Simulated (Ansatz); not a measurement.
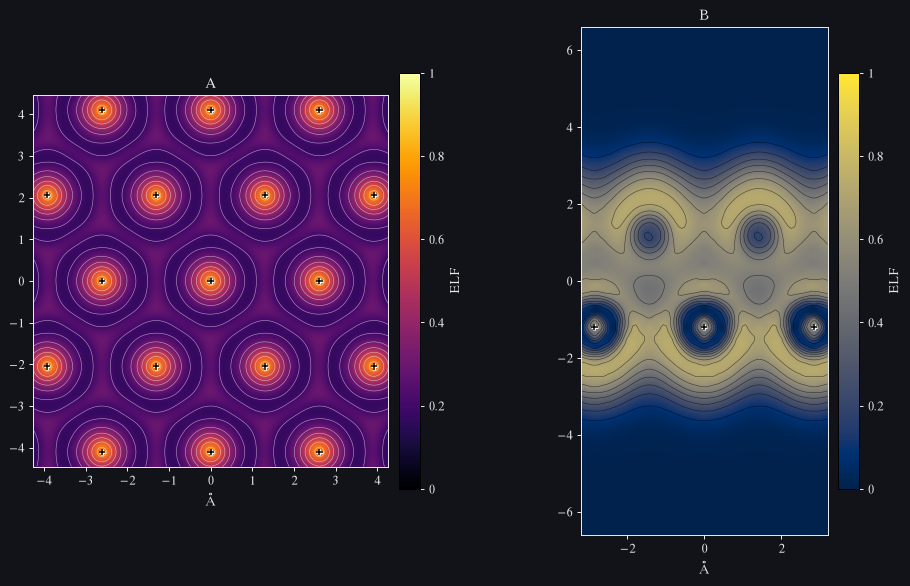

The ELF of 2 systems, each on a plane through atoms (crosses mark nuclei in the plane).

The calculation used DFT PBE, scalar-relativistic, plane waves, PAW (Ansatz).

System 1: Al (slab), the (010) plane of the calculation cell, a cut from vacuum to vacuum. Computed without spin polarisation.

System 2: Ni, the (101̄) plane of the conventional cell. Space group I4/mmm; changed on purpose from its base cell (strain +e along x and -e along y +0.0000, strain +e along z and -e/2 along x and y -0.1000); computed pressure about 3 GPa in this cell; spin-polarised.

```yaml
crystal:
  lattice:
    - [1.84700, -1.84700, 0.00000]
    - [1.84700, 1.84700, 0.00000]
    - [0.00000, 0.00000, 3.16628]
  atoms:
    - { symbol: Ni, position: [0.00000, 0.00000, 0.00000] }
    - { symbol: Ni, position: [0.50000, 0.50000, 0.50000] }
```

Question: Match each panel to its system.

Answer: Panel A is system 2, Ni: the plane holds Ni. Ni–Ni (2.43 Å): the ELF is about 0.25 at the midpoint: no shared electron pair shows on this line. Panel B is system 1, Al: the plane holds Al. Al–Al (2.85 Å): the ELF peaks at about 0.70 between the atoms.
